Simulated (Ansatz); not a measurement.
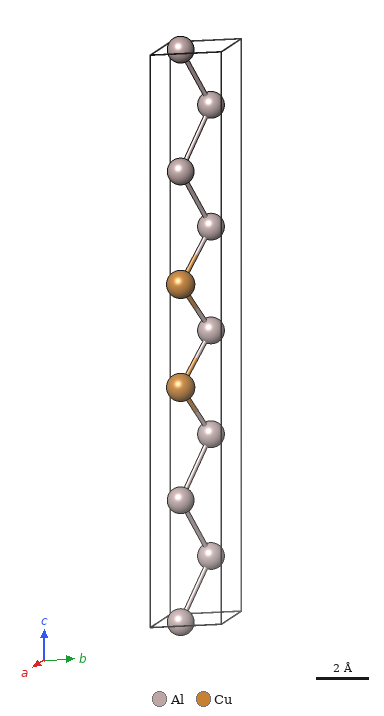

An orthographic ball-and-stick view of the structure, slightly off an axis. Lines trace the edges of the conventional unit cell. Cell: a = 2.82 Å, b = 2.82 Å, c = 22.43 Å, α = 90.00°, β = 90.00°, γ = 120.00°.

Source of the structure: a structure type filled with these elements by a generator (whether the compound takes this form wasn't checked). Earlier steps of the study, as a rule a relaxation of our own, may have changed the cell and positions, so they can lie some per cent off the listed ones. It was the input of a calculation with Ansatz.

Q: Describe the arrangement of the atoms.

A: The material is Al4Cu. It belongs to space group P-6m2 (No. 187) and has a primitive hexagonal lattice. Content of the cell: 8 Al, 2 Cu (Z = 2). Taking every contact within bonding distance, one finds Al 12 and Cu 12.

Run with DFT r2SCAN, scalar-relativistic, plane waves, PAW (Ansatz 0.2.0) and these settings: a kinetic-energy cutoff of 500 eV, an 18×18×2 k-point grid, Gaussian smearing of 0.1 eV, no spin polarisation.

Q: How large a gap does the method give, if there is one?

A: A metal: bands cross the Fermi level.

Q: List the Bader charges.

A: Al -0.03 to +0.90 e; Cu -0.84 e.

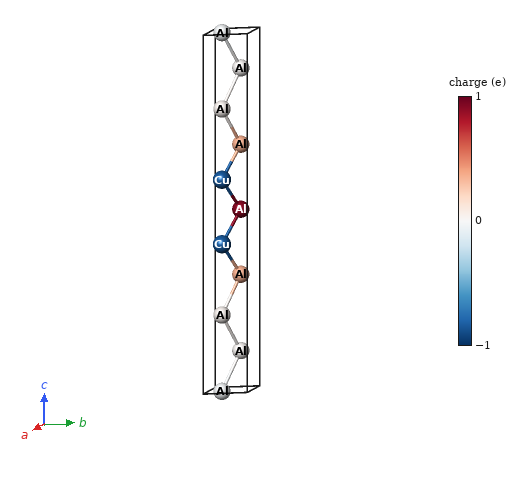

The atoms coloured by those charges. The run's cell of 10 atoms is drawn.

Q: Is this the optimised geometry for these settings?

A: No. The largest force is 0.04 eV/Å, on Al. The pressure is -3.4 GPa, so the cell would contract.
